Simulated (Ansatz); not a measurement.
# Single-point calculation of Rh

Rh (P6₃/mmc, 2 atoms in the cell), computed with DFT PBEsol, scalar-relativistic, plane waves, PAW, no spin polarisation (Ansatz 0.2.0).

The structure derives from a Materials Project entry. It belongs to a series of runs on one base structure; here: ratio of the length along z to the lengths across it x 0.8, volume and fractional coordinates fixed. Figures and captions count atoms from 1; the log counts them from 0 in places.

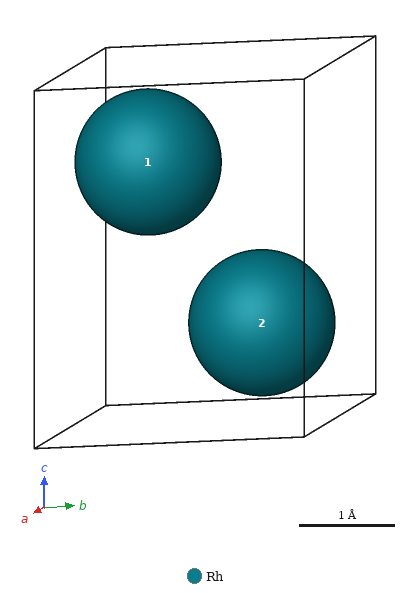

Fig. 1: The structure as given in the input (spheres-only view of the cell of the calculation, seen slightly off an axis; atoms are numbered from 1 in the order of the input). An atom can appear more than once, as a periodic image.

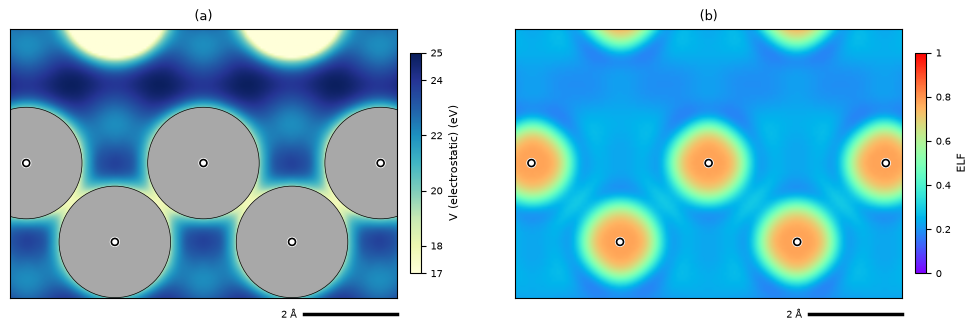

Fig. 2: (a) electrostatic potential energy of an electron; (b) electron localisation function on the (110) plane of the conventional cell. Circles mark the nuclei in the plane (Rh). Grey discs, where drawn, cover atomic cores. Atoms in the plane: Rh. Rh–Rh (2.55 Å): the ELF is about 0.30 at the midpoint (no shared electron pair). The strong features right at Rh lie inside the PAW spheres (semicore, d or f shells) and say nothing about bonding. Outside the cores the potential energy rises away from the atoms and is highest about 1.9 Å from the nearest atoms; outside the discs it spans about 7 eV, and its zero is arbitrary. In a PAW calculation such maps are meaningful between the atoms, not at the nuclei.

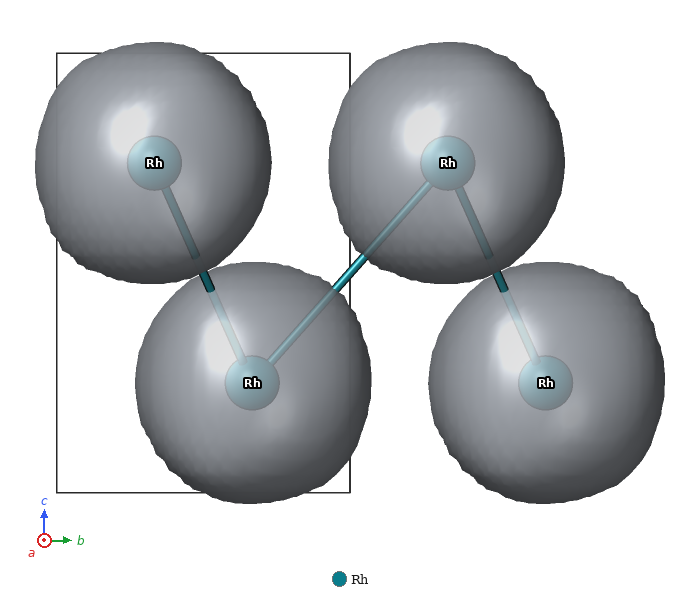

Fig. 3: Isosurface of the valence charge density (pseudo) at 0.6 e/Å³ (grey), seen along the a axis. Sticks mark near contacts. The outline is the cell set on symmetry axes. At this value the density breaks into separate islands; it holds about 80 % of the electrons treated as valence (semicore included). It is pinched off along the Rh–Rh (2.55 Å) contacts. On the grid the lowest density along these lines, outside the cores, is 0.47 e/Å³ (Rh–Rh, 2.55 Å).

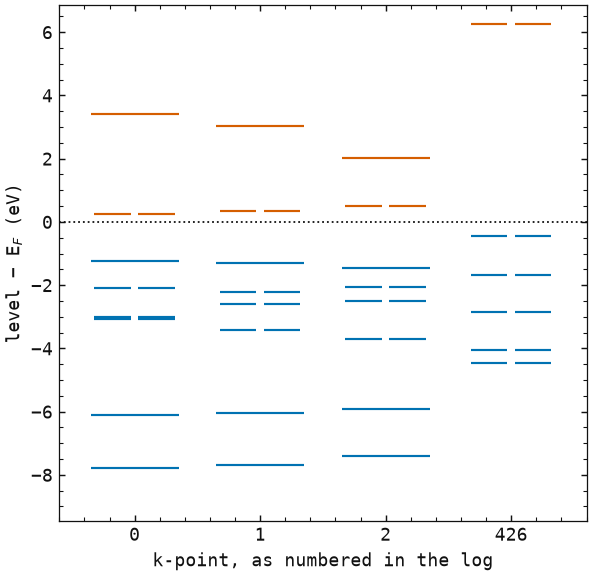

Fig. 4: Kohn–Sham levels near the Fermi level (dotted) at the few k-points that the log prints; levels within 0.02 eV of each other stand side by side. The system is metallic on the full mesh.

These pictures come from the run below.

### Input file
```yaml
crystal:
  lattice:
    - [2.9418579932, 0.0, 0.0]
    - [-1.4709289966, 2.5477237564, 0.0]
    - [0.0, 0.0, 3.8163561304]
  atoms:
    - { symbol: Rh, position: [0.6666666667, 0.3333333333, 0.75] }
    - { symbol: Rh, position: [0.3333333333, 0.6666666667, 0.25] }
basis:
  ecutwfc: 420
kpoints:
  mp_grid: { grid: [24, 24, 12] }
hamiltonian:
  xc: pbesol
scf:
  occupations: { method: gaussian, width: 0.15 }
output:
  forces: true
  stress: true
  eigenvalues: true
  write_density: true
  write_potential: true
  elf: true
  volumetric_format: npy
```

Command:
```bash
ansatz run input.yaml --threads 1 --pin off --max-ram 2560MiB --backend cpu --events-out ev --progress --plain --runs-dir out
```

### The program's output
```
Engine: ansatz 0.2.0, x86_64-unknown-linux-gnu
Pseudopotentials: kind: paw
Pseudopotential: Rh, paw, valence charge 17, recommended cutoff 420 eV (normal), Rh.paw.azcp
Functional definition: PBEsol
  exchange = pbesol_x
  correlation = pbesol_c
Crystal: 2 atoms, lattice volume = 28.604 Å³
Basis set: ecut = 420 eV, 541 PW (Γ), exchange–correlation on 40×40×54 points (8 copies of the dense FFT grid, shifted against one another)
Bands: 21, of which v1, the nominal top of the filled ones, is band 17 counted from 1 (16 counted from 0)
Symmetry: 24 space group operations
Space group: P63/mmc (ITA 194), of the structure as read, at distance tolerance 3.1e-5 Å
k-points: 427 of 6912
Non-local potential: Rh, projectors of the file, l = 0: 3, l = 1: 2, l = 2: 2, l = 3: 1
PAW form: soft (Blöchl's): semilocal exchange-correlation on the pseudo side does not see the compensation charge
PAW frozen core: Rh, regenerated for the run's functional, and the local potential with it (the file was generated under x = pbe(κ = 0.804, μ = 0.2195149727645171), c = pbe(β = 0.06672455060314922))
PAW one-centre angular grid: Rh, 590 points (default); XC on 64 Gauss nodes
Initial density: superposition of atomic densities (neutral atoms: chi_scale 0, normalization atom), corrected by the library's trained network
Initial wavefunctions: pseudopotential atomic-orbital guess
Functional: x = pbesol(κ = 0.804, μ = 0.12345679012345678), c = pbesol(β = 0.046)
SCF iter   1: F=—  HF=-12676.828344 eV  |F-HF|=—  |Δ(HF+E_count)|=         —  Δρ=1.59e-2  dr2=3.91e-2  ethr=1.77e-3  ⟨swp⟩=4.6  Hψ=33999  notcnv=0
preconditioner: auto → none  [metal: Δε(μ)=0.007 eV  Ē_g=7.312 eV  σ=0.150 eV  W_gap=0.03  n_scr=8 (ndim 8)  ℏωp=29.5 eV  f_vac=0.000  D(μ)=4.40/eV (n_scr^D=72)  sad-step TF]
SCF iter   2: F=—  HF=-12676.822442 eV  |F-HF|=—  |Δ(HF+E_count)|=   5.90e-3  Δρ=8.22e-3  dr2=1.04e-2  ethr=1.15e-4  ⟨swp⟩=1.0  Hψ=12399  notcnv=0
SCF iter   3: F=—  HF=-12676.819716 eV  |F-HF|=—  |Δ(HF+E_count)|=   2.73e-3  Δρ=6.05e-4  dr2=3.17e-5  ethr=3.05e-5  ⟨swp⟩=2.0  Hψ=12725  notcnv=0
SCF iter   4: F=—  HF=-12676.819743 eV  |F-HF|=—  |Δ(HF+E_count)|=   2.68e-5  Δρ=8.25e-5  dr2=7.08e-7  ethr=9.32e-8  ⟨swp⟩=2.2  Hψ=14155  notcnv=0
SCF iter   5: F=—  HF=-12676.819743 eV  |F-HF|=—  |Δ(HF+E_count)|=   2.96e-8  Δρ=3.58e-5  dr2=1.19e-7  ethr=2.08e-9  ⟨swp⟩=2.7  Hψ=17217  notcnv=0
SCF iter   6: F=-12676.819743 eV  HF=-12676.819743 eV  |F-HF|=1.23e-9  |Δ(HF+E_count)|=   3.53e-8  Δρ=5.49e-6  dr2=2.56e-9  ethr=2.94e-10  ⟨swp⟩=7.5  Hψ=54417  notcnv=0
SCF 1 converged in 6 iterations: F = -12676.819743 eV  dr2 = 2.56e-9
  greatest PAW one-centre occupation: 1.000 electrons in one spin orbital (limit 2), on the Rh atom at site 1 (counted from 0), in its partial waves of l = 0
SCF converged after 6 iterations
Free energy (F): -12676.819743 eV
Harris-Foulkes:  -12676.819743 eV  (|F-HF|=1.23e-9)
Internal energy: -12676.769256 eV  (E = F + TS)
E sigma→0 (E₀):  -12676.794499 eV
Entropy (-TS):   -0.050487 eV (-25.244 meV/atom)
Fermi energy:    21.190847 eV
--- Per-component energies (eV) ---
  E_band       = -207.548869
  E_kinetic    = 1146.705368
  E_local      = -3282.450878  (includes V_loc(G=0)·N_el)
  E_nonlocal   = 714.375203
  E_hartree    = 1156.596324
  E_xc         = -440.576828
  E_vxc        = -555.070148  (∫ρ·V_xc dr)
  E_paw        = -7048.335639  (= ΣΔE_a)
  E_vpaw       = -544.301791  (= ΣTr[D̂ρ^β])
  E_aug_tail   = 0.001706  (compensation charges beyond the density's cutoff)
  E_ewald      = -4923.636911
  E_core_change = 0.552399  (= ΣΔE_core)
  E_smearing   = -0.050487  (= −TS)
  E_closure    = -0.000000  (closes the sum)
  Σ components = -12676.819743   (vs F -12676.819743, Δ=0.00e0)
--- Forces (eV/Å), atoms counted from 1 ---
  atom   1  Rh    -0.00000000     0.00000000     0.00000000
  atom   2  Rh    -0.00000000    -0.00000000     0.00000000
  max |Σ_I F_I| component: 2.31e-18 eV/Å
--- Stress (GPa, compression-positive) ---
      -13.943829      -0.000000       0.000000
       -0.000000     -13.943829       0.000000
        0.000000       0.000000      22.486384
  P = ⅓ Tr σ = -1.8004 GPa (-18.004 kbar)
--- Band table (eV; the first three rows and the last of 427) ---
  k-point 0: bands = ["-57.5394", "-57.3248", "-25.9731", "-25.3037", "-25.3037", "-25.0328", "-25.0328", "-24.9999", "13.4192", "15.0839", "18.1129", "18.1129", "18.1701", "18.1701", "19.0959", "19.0959", "19.9471", "21.4520", "21.4520", "24.6191", "32.7388"]
  k-point 1: bands = ["-57.5357", "-57.3285", "-25.9575", "-25.2991", "-25.2991", "-25.0375", "-25.0375", "-25.0174", "13.5148", "15.1344", "17.7621", "17.7621", "18.6044", "18.6044", "18.9756", "18.9756", "19.8935", "21.5272", "21.5272", "24.2102", "33.2488"]
  k-point 2: bands = ["-57.5251", "-57.3393", "-25.9113", "-25.2857", "-25.2857", "-25.0688", "-25.0511", "-25.0511", "13.7951", "15.2790", "17.4803", "17.4803", "18.6783", "18.6783", "19.1309", "19.1309", "19.7397", "21.6827", "21.6827", "23.2193", "34.5434"]
  k-point 426: bands = ["-57.4063", "-57.4063", "-25.7700", "-25.7700", "-25.3257", "-25.3257", "-25.0171", "-25.0171", "16.7388", "16.7388", "17.1274", "17.1274", "18.3489", "18.3489", "19.5219", "19.5219", "20.7434", "20.7434", "27.4490", "27.4490", "30.0434"]
```

### Results in brief

- outcome: converged
- space group (tolerance 0.01 Å): P6₃/mmc (194)
- electrons treated: 34
- free energy: −12676.8197 eV
- Fermi energy: 21.191 eV
- gap on the k-point mesh: none (metallic)
- pressure: −1.80 GPa
- largest force (length of the vector): under 0.001 eV/Å
- hardware: 1 thread of AMD EPYC (Zen 3), 32 GiB of memory available, shared host
- wall time: 10 s
- peak memory: 0.5 GiB
